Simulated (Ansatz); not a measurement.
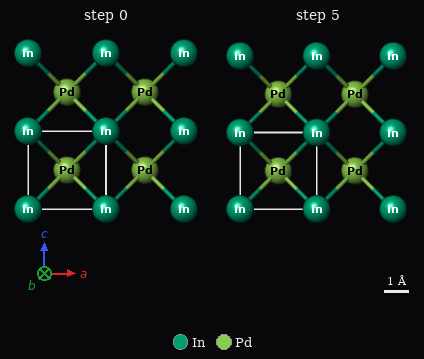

The structure of solid InPd (set up in Pm-3m) before (left) and after (right) a relaxation, at one scale.

The picture is a ball-and-stick view of the cell of the calculation, repeated 2 × 1 × 2 with one cell outlined, seen along the b axis.

The run lets cell and atoms move.

All numbers below come from Kohn-Sham DFT of a periodic cell, LDA, Ansatz PAW in Ansatz.

The input:
```yaml
crystal:
  lattice:
    - [3.27188478, 0.0, 0.0]
    - [0.0, 3.27188478, 0.0]
    - [0.0, 0.0, 3.27188478]
  atoms:
    - { symbol: In, position: [0.0, 0.0, 0.0] }
    - { symbol: Pd, position: [0.5, 0.5, 0.5] }
hamiltonian:
  xc: lda
  pseudopotentials: { kind: paw }
kpoints:
  mp_grid: { grid: [8, 8, 8] }
scf:
  occupations: { method: fermi_dirac, width: 0.05 }
output:
  forces: true
  stress: true
  eigenvalues: true
relax:
  f_tol: 0.01
  max_steps: 40
  cell: { stress_tol: 0.05 }
```

Run as
```bash
ansatz run input.yaml --threads 2 --pin off --max-ram 5632MiB --backend cpu --events-out ev --progress --plain --runs-dir out
```

> Summarise the run.

No atom moves by more than 0.005 Å relative to the cell. The volume changes by −5.2 %, with a = b = c 3.272 → 3.214 Å (−1.8 %). Some distances before and after: In–Pd 2.834 → 2.783 Å. The space group stays Pm-3m (No. 221). The energy falls by 42.4 meV per cell of the calculation in 3 accepted moves (5 points after the start). All forces vanish by symmetry, so only the cell relaxes. Pressure: −7.06 GPa at the start and 0.01 GPa at the end. The line search rejected the trial step at point 1 of the run. At 1 point the geometry stayed and the basis and grid were re-selected for the new cell (energy shift of 0.5 meV per cell of the calculation at most each time). At step 1 the optimiser overshot: the energy rose above the start, and later steps came back.
